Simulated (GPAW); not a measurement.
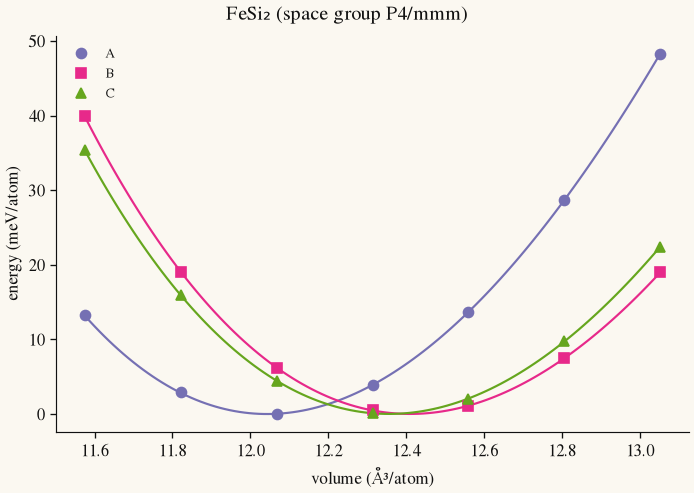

Plotted: energy against volume, with one curve for each functional, for FeSi₂ (space group P4/mmm). The labels are replaced by letters. In alphabetical order the cases are: LDA; PBEsol; r2SCAN.

Method: PAW DFT in plane waves, on a grid or in atomic orbitals, collinear spins; energies at scaled volumes of the given cell, shape and fractions fixed, counted from the fit's minimum, third-order Birch-Murnaghan fit (GPAW 26.7.0). All runs: collinear spin.

occupations Fermi–Dirac; smearing width 0.05 eV; wave cutoff 600 eV.

Q: Which letter stands for which functional?

A: A: LDA; B: r2SCAN; C: PBEsol.

Caveats: shape and atomic fractions are frozen while scaling, which makes layered, chain and framework solids too stiff.
